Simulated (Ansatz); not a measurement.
# Single-point calculation, with input and output: GaAs

System: GaAs (slab, 4 atoms in the cell).
Method: DFT PBE, scalar-relativistic, plane waves, PAW, PAW set soft_1, no spin polarisation (Ansatz 0.2.0).

The structure derives from an entry of the Crystallography Open Database. Figures and captions count atoms from 1; the log counts them from 0 in places.

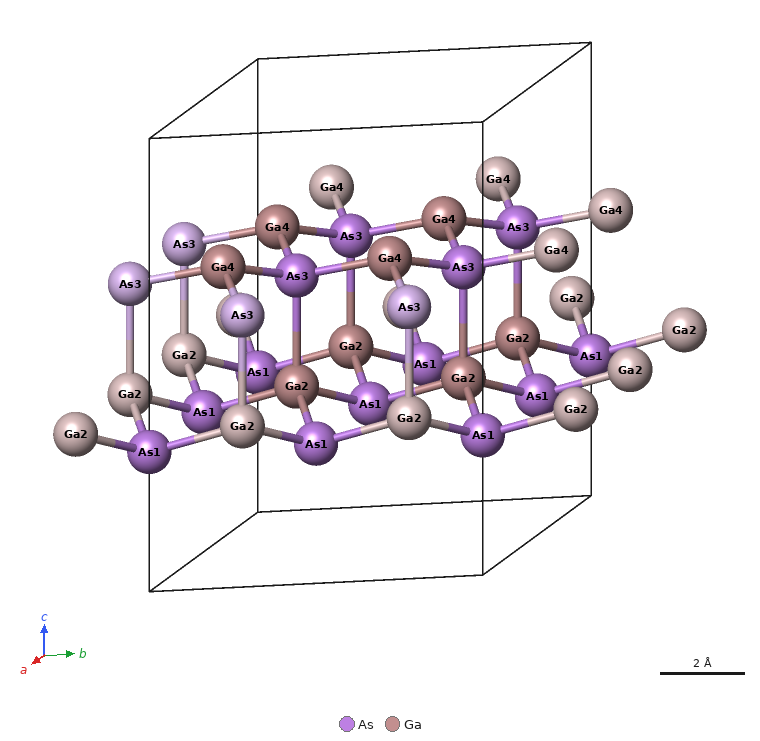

Figure 1. The input geometry (ball-and-stick view of the 2 × 2 repeat of the cell, with the vacuum cut short, seen slightly off an axis; neighbours outside the cell are drawn fainter; atoms are numbered from 1 in the order of the input). Near neighbours in the crystal (not all of them lie inside the picture): As has 3 Ga at 2.49 Å; Ga has 4 As at 2.49 to 2.73 Å; As has 4 Ga at 2.42 to 2.73 Å; Ga has 3 As at 2.42 Å.

**The input**
```yaml
crystal:
  lattice:
    - [4.062960926, 0.0, 0.0]
    - [-2.031480463, 3.5186273765, 0.0]
    - [0.0, 0.0, 19.6715433583]
  atoms:
    - { symbol: As, position: [0.0, 0.0, 0.203339409] }
    - { symbol: Ga, position: [0.3333333333, 0.6666666667, 0.2454992137] }
    - { symbol: As, position: [0.3333333333, 0.6666666667, 0.3841855388] }
    - { symbol: Ga, position: [0.6666666667, 0.3333333333, 0.4153991992] }
basis:
  ecutwfc: 420
kpoints:
  mp_grid: { grid: [9, 9, 1] }
hamiltonian:
  xc: pbe
  pseudopotentials: { kind: paw, azcp: { folder: soft_1 } }
scf:
  occupations: { method: gaussian, width: 0.05 }
output:
  forces: true
  eigenvalues: true
efield:
  axis: 3
  dipole_correction: true
  ramp_width: 0.04
```

Machine: 2 threads of Arm Neoverse N1, 98 GiB of memory available, shared host.

Launched with:
```bash
ansatz run input.yaml --threads 2 --pin off --max-ram 6144MiB --backend cpu --events-out ev --progress --plain --runs-dir out
```

**Output**
```
Engine: ansatz 0.2.0, aarch64-unknown-linux-gnu
Pseudopotentials: kind: paw
Pseudopotential: As, paw, valence charge 15, recommended cutoff 420 eV (normal), [file]
Pseudopotential: Ga, paw, valence charge 13, recommended cutoff 420 eV (normal), [file]
Functional definition: PBE
  parameter kappa = 0.804
  parameter beta = 0.06672455060314922
  exchange = pbe_x(kappa = kappa, mu = beta*pi^2/3)
  correlation = pbe_c(beta = beta)
Crystal: 4 atoms, lattice volume = 281.225 Å³
Basis set: ecut = 420 eV, 5501 PW (Γ), exchange–correlation on 60×60×270 points (8 copies of the dense FFT grid, shifted against one another)
Bands: 34, of which v1, the nominal top of the filled ones, is band 28 counted from 1 (27 counted from 0)
Symmetry: 6 space group operations
Space group: P3m1 (ITA 156), of the structure as read, at distance tolerance 6.6e-5 Å
k-points: 12 of 81 (time reversal used)
Non-local potential: As, projectors of the file, l = 0: 2, l = 1: 2, l = 2: 3, l = 3: 1
Non-local potential: Ga, projectors of the file, l = 0: 2, l = 1: 2, l = 2: 3, l = 3: 1
PAW form: soft (Blöchl's): semilocal exchange-correlation on the pseudo side does not see the compensation charge
PAW one-centre angular grid: As, 590 points (default); XC on 64 Gauss nodes
PAW one-centre angular grid: Ga, 590 points (default); XC on 64 Gauss nodes
Initial density: superposition of atomic densities (neutral atoms: chi_scale 0, normalization atom)
Initial wavefunctions: pseudopotential atomic-orbital guess
Functional: x = pbe(κ = 0.804, μ = 0.2195149727645171), c = pbe(β = 0.06672455060314922)
SCF iter   1: F=—  HF=-17279.038973 eV  |F-HF|=—  |Δ(HF+E_count)|=         —  Δρ=2.21e-2  dr2=4.17e0  ethr=3.10e-3  p=0.000 e·Å  D=8.39e-6 V/Å  ΔV_dip=-0.00 eV  dr2_dipole=1.19e0  V_vac-E_F(+/−)=5.90/5.90 eV  ⟨swp⟩=6.8  Hψ=1822  notcnv=0
efield: sawtooth ramp at fractional position 0.7894 (placed from the atoms, in the widest stretch of the axis that holds none; the zero of the levels goes with the place), width 0.0400; the density the first Hamiltonian is built on has a dipole p = 0.000 e·Å; the dipole correction subtracts the counter field D = 8.39e-6 V/Å, which shifts the + side's vacuum level by -0.00 eV against the − side's; the planar-averaged density in the ramp window peaks in size at 6.9e-6 e/Å³
preconditioner: auto → Resta (q_TF=auto, 2.085 Å⁻¹)  ε∞=1.9  [insulator: Δε(μ)=1.042 eV  Ē_g=13.632 eV  σ=0.050 eV  W_gap=1.00  n_scr=54 (ndim 8)  ℏωp=13.3 eV  f_vac=0.603  D(μ)=0.00/eV (n_scr^D=0)  ε∞_Penn≈1.9  vacuum switching on, ρ_ref=1.3e-2 e/Å³]
SCF iter   2: F=—  HF=-17281.961902 eV  |F-HF|=—  |Δ(HF+E_count)|=    2.92e0  Δρ=3.48e-2  dr2=7.14e1  ethr=3.10e-3  p=0.529 e·Å  D=3.40e-1 V/Å  ΔV_dip=-6.69 eV  dr2_dipole=3.10e1  V_vac-E_F(+/−)=1.12/7.81 eV  ⟨swp⟩=4.9  Hψ=859  notcnv=0  defer=20  recentre
preconditioner: auto → LDOS  [metal: Δε(μ)=0.036 eV  Ē_g=13.563 eV  σ=0.050 eV  W_gap=0.38  n_scr=54 (ndim 8)  ℏωp=13.3 eV  f_vac=0.609  D(μ)=3.47/eV (n_scr^D=8)  β→1.0]
SCF iter   3: F=—  HF=-17278.800973 eV  |F-HF|=—  |Δ(HF+E_count)|=    3.16e0  Δρ=1.79e-2  dr2=2.90e0  ethr=3.10e-3  p=0.025 e·Å  D=1.62e-2 V/Å  ΔV_dip=-0.32 eV  dr2_dipole=8.58e-1  V_vac-E_F(+/−)=5.55/5.87 eV  ⟨swp⟩=4.3  Hψ=809  notcnv=0  defer=15
SCF iter   4: F=—  HF=-17278.477225 eV  |F-HF|=—  |Δ(HF+E_count)|=   3.24e-1  Δρ=1.18e-2  dr2=9.86e-1  ethr=3.10e-3  p=0.107 e·Å  D=6.86e-2 V/Å  ΔV_dip=-1.35 eV  dr2_dipole=2.37e-1  V_vac-E_F(+/−)=4.59/5.94 eV  ⟨swp⟩=2.3  Hψ=543  notcnv=0  defer=19
SCF iter   5: F=—  HF=-17278.426241 eV  |F-HF|=—  |Δ(HF+E_count)|=   5.10e-2  Δρ=6.32e-3  dr2=1.97e0  ethr=1.76e-3  p=0.223 e·Å  D=1.43e-1 V/Å  ΔV_dip=-2.82 eV  dr2_dipole=8.12e-1  V_vac-E_F(+/−)=2.77/5.60 eV  ⟨swp⟩=3.6  Hψ=664  notcnv=0  defer=19
SCF iter   6: F=—  HF=-17278.356846 eV  |F-HF|=—  |Δ(HF+E_count)|=   6.94e-2  Δρ=2.67e-3  dr2=3.69e-1  ethr=1.76e-3  p=0.194 e·Å  D=1.25e-1 V/Å  ΔV_dip=-2.46 eV  dr2_dipole=1.51e-1  V_vac-E_F(+/−)=3.05/5.51 eV  ⟨swp⟩=1.7  Hψ=493  notcnv=0  defer=17
SCF iter   7: F=—  HF=-17278.340532 eV  |F-HF|=—  |Δ(HF+E_count)|=   1.63e-2  Δρ=1.65e-3  dr2=1.40e-1  ethr=6.60e-4  p=0.182 e·Å  D=1.17e-1 V/Å  ΔV_dip=-2.30 eV  dr2_dipole=5.48e-2  V_vac-E_F(+/−)=3.08/5.38 eV  ⟨swp⟩=1.1  Hψ=411  notcnv=0  defer=17
SCF iter   8: F=—  HF=-17278.331879 eV  |F-HF|=—  |Δ(HF+E_count)|=   8.65e-3  Δρ=6.56e-4  dr2=1.87e-2  ethr=2.50e-4  p=0.173 e·Å  D=1.11e-1 V/Å  ΔV_dip=-2.19 eV  dr2_dipole=7.64e-3  V_vac-E_F(+/−)=3.17/5.36 eV  ⟨swp⟩=2.2  Hψ=467  notcnv=0  defer=18
SCF iter   9: F=—  HF=-17278.330198 eV  |F-HF|=—  |Δ(HF+E_count)|=   1.68e-3  Δρ=1.62e-4  dr2=8.64e-4  ethr=3.34e-5  p=0.166 e·Å  D=1.07e-1 V/Å  ΔV_dip=-2.10 eV  dr2_dipole=2.99e-4  V_vac-E_F(+/−)=3.26/5.35 eV  ⟨swp⟩=1.4  Hψ=443  notcnv=0  defer=18
SCF iter  10: F=—  HF=-17278.330142 eV  |F-HF|=—  |Δ(HF+E_count)|=   5.56e-5  Δρ=9.03e-5  dr2=2.87e-4  ethr=1.54e-6  p=0.165 e·Å  D=1.06e-1 V/Å  ΔV_dip=-2.09 eV  dr2_dipole=1.06e-4  V_vac-E_F(+/−)=3.27/5.36 eV  ⟨swp⟩=1.2  Hψ=424  notcnv=0  defer=18
SCF iter  11: F=—  HF=-17278.330120 eV  |F-HF|=—  |Δ(HF+E_count)|=   2.23e-5  Δρ=4.66e-5  dr2=7.76e-5  ethr=5.12e-7  p=0.165 e·Å  D=1.06e-1 V/Å  ΔV_dip=-2.08 eV  dr2_dipole=2.71e-5  V_vac-E_F(+/−)=3.27/5.36 eV  ⟨swp⟩=1.2  Hψ=391  notcnv=0  defer=18
SCF iter  12: F=—  HF=-17278.330118 eV  |F-HF|=—  |Δ(HF+E_count)|=   1.90e-6  Δρ=1.82e-5  dr2=7.97e-6  ethr=1.39e-7  p=0.165 e·Å  D=1.06e-1 V/Å  ΔV_dip=-2.08 eV  dr2_dipole=3.02e-6  V_vac-E_F(+/−)=3.28/5.36 eV  ⟨swp⟩=1.6  Hψ=413  notcnv=0  defer=18
SCF iter  13: F=—  HF=-17278.330117 eV  |F-HF|=—  |Δ(HF+E_count)|=   6.95e-7  Δρ=9.51e-6  dr2=3.43e-6  ethr=1.42e-8  p=0.164 e·Å  D=1.06e-1 V/Å  ΔV_dip=-2.08 eV  dr2_dipole=1.27e-6  V_vac-E_F(+/−)=3.28/5.36 eV  ⟨swp⟩=1.9  Hψ=478  notcnv=0  defer=18
SCF iter  14: F=-17278.330117 eV  HF=-17278.330117 eV  |F-HF|=8.65e-9  |Δ(HF+E_count)|=   3.65e-7  Δρ=1.23e-6  dr2=1.56e-8  ethr=1.79e-10  p=0.164 e·Å  D=1.06e-1 V/Å  ΔV_dip=-2.08 eV  dr2_dipole=4.78e-9  V_vac-E_F(+/−)=3.28/5.36 eV  ⟨swp⟩=12.9  Hψ=2101  notcnv=0
SCF 1 converged in 14 iterations: F = -17278.330117 eV  dr2 = 1.56e-8
  greatest PAW one-centre occupation: 0.999 electrons in one spin orbital (limit 2), on the As atom at site 0 (counted from 0), in its partial waves of l = 2
```

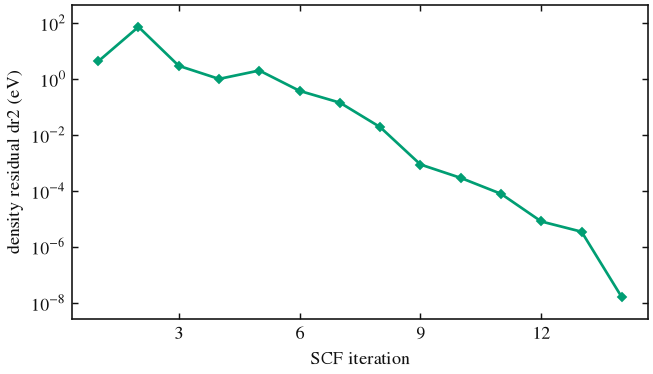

Figure 2. Convergence of the self-consistent field: density residual dr2 against the SCF iteration. The residual falls unevenly and jumps up by a factor of two or more 2 times on the way down.

```
SCF converged after 14 iterations
Free energy (F): -17278.330117 eV
Harris-Foulkes:  -17278.330117 eV  (|F-HF|=8.65e-9)
Internal energy: -17278.329420 eV  (E = F + TS)
E sigma→0 (E₀):  -17278.329769 eV
Entropy (-TS):   -0.000697 eV (-0.174 meV/atom)
Fermi energy:    -0.289873 eV
Dipole field:    D = 0.105693 V/Å  (p = 0.164262 e·Å, saw-weighted, corrected)
Work function:   Φ+ = 3.2826 eV   Φ− = 5.3617 eV
Levels:          The Fermi level and band energies are counted from a zero that moves with the ramp; work functions are not
--- Per-component energies (eV) ---
  E_band       = -1110.411853
  E_kinetic    = 414.137668
  E_local      = -37722.479246  (includes V_loc(G=0)·N_el)
  E_nonlocal   = -975.994171
  E_hartree    = 19229.587580
  E_xc         = -265.308642
  E_vxc        = -256.200357  (∫ρ·V_xc dr)
  E_paw        = -8004.480010  (= ΣΔE_a)
  E_vpaw       = -1028.909447  (= ΣTr[D̂ρ^β])
  E_aug_tail   = -0.000422  (compensation charges beyond the density's cutoff)
  E_efield     = 0.008681  (sawtooth field / dipole correction)
  E_vefield    = -0.148705  (∫n·V_field dr)
  E_ewald      = 10046.199141
  E_smearing   = -0.000697  (= −TS)
  E_closure    = -0.000000  (closes the sum)
  Σ components = -17278.330117   (vs F -17278.330117, Δ=0.00e0)
--- Forces (eV/Å), atoms counted from 1 ---
  atom   1  As     0.00000000     0.00000000     0.50890741
  atom   2  Ga    -0.00000000    -0.00000000    -0.49908111
  atom   3  As    -0.00000000    -0.00000000    -0.02230044
  atom   4  Ga     0.00000000    -0.00000000     0.01249519
  max |Σ_I F_I| component: 2.11e-5 eV/Å
--- Band table (eV; the first three rows and the last of 12) ---
  k-point 0: bands = ["-36.4556", "-36.4556", "-36.4523", "-36.4449", "-36.4449", "-34.9806", "-34.9806", "-34.9702", "-34.9696", "-34.9696", "-16.1790", "-16.0902", "-16.0902", "-16.0320", "-16.0320", "-14.8013", "-14.7211", "-14.7211", "-14.6565", "-14.6565", "-13.0335", "-11.2773", "-5.4109", "-2.6226", "-2.0491", "-2.0491", "-0.4800", "-0.2899", "-0.2899", "0.7593", "1.5940", "3.1211", "3.1211", "3.1965"]
  k-point 1: bands = ["-36.4556", "-36.4555", "-36.4522", "-36.4450", "-36.4449", "-34.9806", "-34.9805", "-34.9701", "-34.9697", "-34.9696", "-16.1760", "-16.0938", "-16.0894", "-16.0336", "-16.0290", "-14.7984", "-14.7254", "-14.7209", "-14.6583", "-14.6537", "-12.9227", "-11.1668", "-5.4128", "-3.4679", "-2.3167", "-2.2677", "-1.1816", "-0.4976", "0.3403", "1.1516", "2.1790", "2.9245", "3.3439", "3.5437"]
  k-point 2: bands = ["-36.4557", "-36.4552", "-36.4520", "-36.4451", "-36.4449", "-34.9807", "-34.9802", "-34.9699", "-34.9697", "-34.9696", "-16.1700", "-16.1016", "-16.0879", "-16.0377", "-16.0208", "-14.7919", "-14.7361", "-14.7207", "-14.6625", "-14.6462", "-12.6069", "-10.8536", "-5.7542", "-4.6360", "-3.0596", "-2.7233", "-1.4628", "-0.9365", "0.5225", "1.2456", "2.5016", "3.3375", "3.8630", "4.1919"]
  k-point 11: bands = ["-36.4554", "-36.4552", "-36.4515", "-36.4451", "-36.4450", "-34.9803", "-34.9800", "-34.9698", "-34.9697", "-34.9695", "-16.1585", "-16.1113", "-16.0901", "-16.0431", "-16.0065", "-14.7753", "-14.7574", "-14.7259", "-14.6642", "-14.6358", "-11.4598", "-9.7481", "-7.6964", "-6.2412", "-4.9472", "-3.2806", "-2.6663", "-0.7682", "-0.1289", "2.3262", "3.5172", "4.3061", "4.7268", "5.5509"]
```

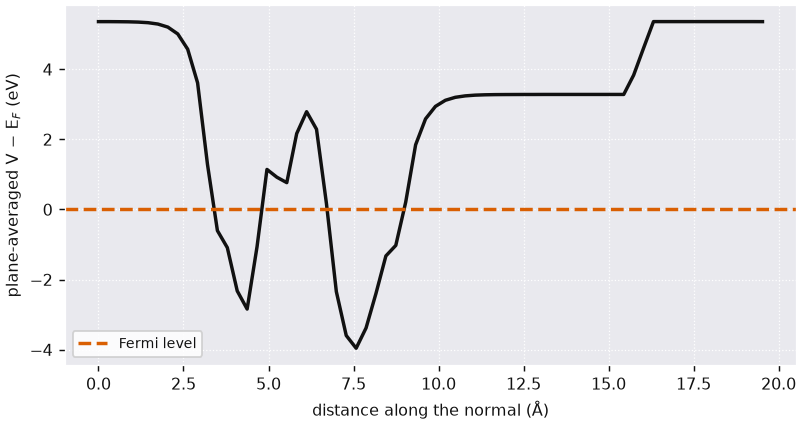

Figure 3. Plane average of the electrostatic potential energy of an electron across the cell, from the Fermi level. The vacuum level lies 3.28 eV above the Fermi level on the upper side and 5.36 eV on the lower.

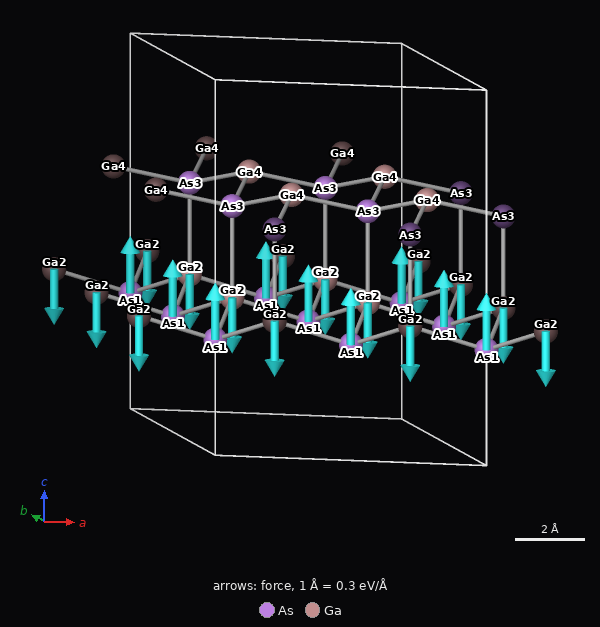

Figure 4. Forces on the atoms as teal arrows (ball-and-stick view of the 2 × 2 repeat of the cell, with the vacuum cut short, seen slightly off an axis; neighbours outside the cell are drawn fainter; atoms are numbered from 1 in the order of the input); the smallest are left out. The largest act on As1 (0.51 eV/Å); Ga2 (0.50 eV/Å). The geometry is not a stationary point of this energy.

**Results in brief**

- outcome: converged
- electrons treated: 56
- free energy: −17278.3301 eV
- work function, top face: 3.28 eV
- work function, bottom face: 5.36 eV
- Fermi energy: −0.290 eV
- gap on the k-point mesh: none (metallic)
- work function (upper face): 3.28 eV
- largest force (length of the vector): 0.509 eV/Å
- wall time: 13 s (CPU time 24 s)
- peak memory: 0.48 GiB
